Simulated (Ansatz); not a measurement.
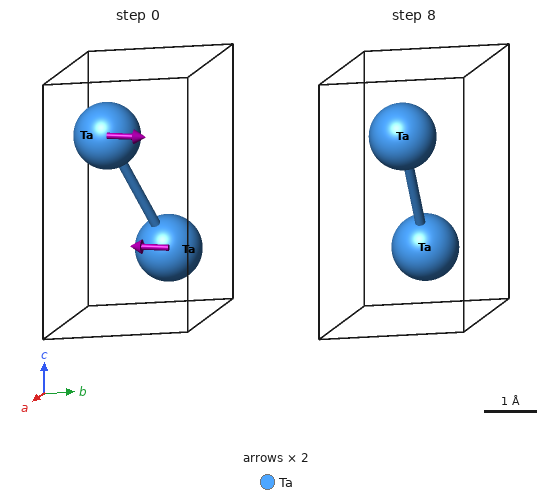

The structure of crystalline Ta (set up in P-1) before (left) and after (right) a relaxation, at one scale. The purple arrows give the displacements, 2 times their true length.

A ball-and-stick model of the cell of the calculation, seen slightly off an axis.

All numbers below come from DFT r2SCAN, scalar-relativistic, plane waves, PAW in Ansatz. Set-up: plane-wave cutoff 500 eV; k-point mesh 12 × 12 × 8; occupations gaussian; smearing width 0.15 eV; no spin polarisation; atoms relaxed in a fixed cell; force threshold 0.01 eV/Å; at most 80 steps.

### What changed between the two?

The largest moves, 0.39 Å, are those of Ta atoms. The lattice vectors keep their values. Among the contacts that change: Ta–Ta 3.064 → 3.578 Å, Ta–Ta 3.098 → 3.578 Å, Ta–Ta 3.073 → 2.938 Å, Ta–Ta 3.045 → 2.938 Å. Within 0.06 Å the space group is P2_1/m at the start and I4/mmm at the end; at a tighter tolerance small leftover displacements or strains of the cell lower it. After 5 accepted moves (8 points after the start) the energy has fallen by 0.332 eV per cell of the calculation. The largest force component goes from 0.25 to 0.0012 eV/Å. The line search rejected the trial step at point 1 of the run. 2 steps only repeated the SCF at the same geometry. The run took 3.5 min on 2 threads of Arm Neoverse V1, with other jobs on the host, peak memory 0.76 GiB.
